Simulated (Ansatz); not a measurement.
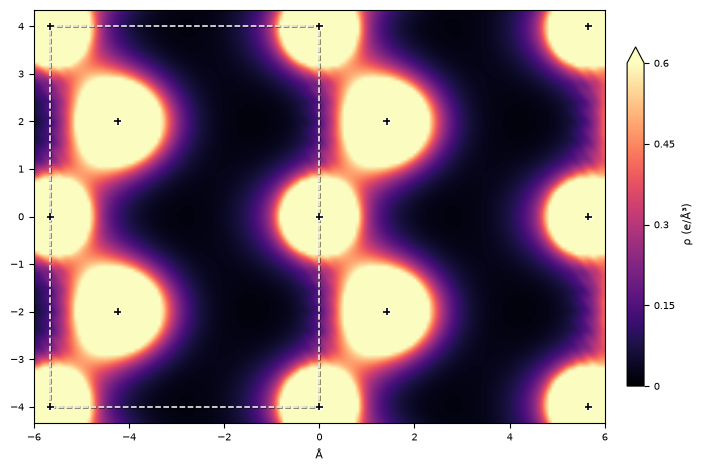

The valence pseudo-density on a plane through atoms (crosses mark nuclei in the plane).

Level of theory: DFT PBE, scalar-relativistic, plane waves, PAW in Ansatz.

Candidates:
A. GaAs, a = 5.65 Å, b = 5.65 Å, c = 5.65 Å, α = 90.00°, β = 90.00°, γ = 90.00°. Space group F-43m; a generated structure, not necessarily the stable one; computed pressure about 3 GPa in this cell.
B. WS2, a = 3.14 Å, b = 3.14 Å, c = 30.08 Å, α = 90.00°, β = 90.00°, γ = 120.00°. 

Which candidate gave the map?

Answer. Candidate A: GaAs on the (011) plane of the conventional cell, which holds Ga and As. Ga–As (2.45 Å): the density is about 0.5 e/Å³ at the midpoint.
